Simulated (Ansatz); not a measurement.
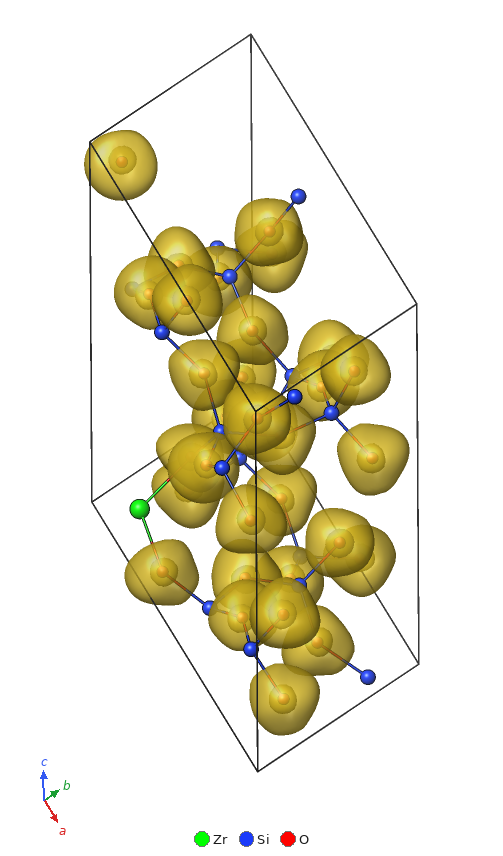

Figure 1: ZrSi15O32 (cell with a defect). Isosurface of the electron localisation function at 0.7 (yellow), seen slightly off an axis. Only the valence region is drawn (cores and ρ < 0.01 e/Å³ removed). Sticks mark near contacts.

Method: DFT PBE, scalar-relativistic, plane waves, PAW (Ansatz 0.2.0).

```
Zr Si O
1.0
     5.08327    5.08327    7.09774
     5.08327   -5.08327   -7.09774
    -5.08327    5.08327   -7.09774
Zr Si O
1 15 32
Direct
  0.19495 0.09748 0.09748
  0.23811 0.61906 0.61906
  0.68796 0.58043 0.11037
  0.68796 0.10754 0.57760
  0.50325 0.28836 0.48514
  0.50553 0.77458 0.99539
  0.01414 0.76991 0.48543
  0.97578 0.26616 0.94330
  0.50553 0.73094 0.51013
  0.50325 0.21489 0.01811
  0.01414 0.24423 0.52871
  0.97578 0.70962 0.03248
  0.81282 0.65909 0.65879
  0.81282 0.15373 0.15403
  0.28995 0.14498 0.64498
  0.27258 0.63629 0.13629
  0.69206 0.46823 0.56130
  0.68782 0.95889 0.07113
  0.16019 0.96032 0.52226
  0.14348 0.45595 0.00672
  0.36519 0.62734 0.56106
  0.34692 0.08242 0.04131
  0.82843 0.13924 0.52700
  0.79714 0.57984 0.03341
  0.68782 0.72893 0.61669
  0.69206 0.22383 0.13076
  0.16019 0.19988 0.63794
  0.14348 0.68753 0.13676
  0.54573 0.15491 0.46463
  0.56540 0.64951 0.01519
  0.10827 0.67386 0.50110
  0.04346 0.15358 0.93066
  0.34692 0.26450 0.30560
  0.36519 0.73784 0.80413
  0.82843 0.68919 0.30143
  0.79714 0.21730 0.76373
  0.42615 0.26572 0.59689
  0.40525 0.75960 0.08580
  0.96165 0.75896 0.61533
  0.92559 0.23867 0.07502
  0.56540 0.91589 0.55020
  0.54573 0.39082 0.08109
  0.10827 0.43441 0.60718
  0.04346 0.88988 0.11280
  0.40525 0.64565 0.31946
  0.42615 0.16042 0.82926
  0.96165 0.20269 0.34633
  0.92559 0.68693 0.85057
```

### Identify the bonds, lone pairs and shells in this picture.

At this value the surface marks out 32 regions on O in which the atom's valence shell and bonds are merged, counted in one cell of 48 atoms. Any copies at cell faces, edges or corners count once.

Values along the shortest contacts:
Si–O (1.62 Å): the ELF peaks at about 0.85 between the atoms (a short, strongly polar bond). Zr–O (1.95 Å): the ELF peaks at about 0.80 in the valence shell of O, 0.6 Å from its nucleus, and drops to about 0.25 between the two atoms: no shared electron pair shows on this line.

### Metal or insulator at this level of theory?

It is gapped, with a Kohn–Sham gap of 5.9 eV on the k-point mesh (the band edges may lie off the mesh, which would make the gap smaller).
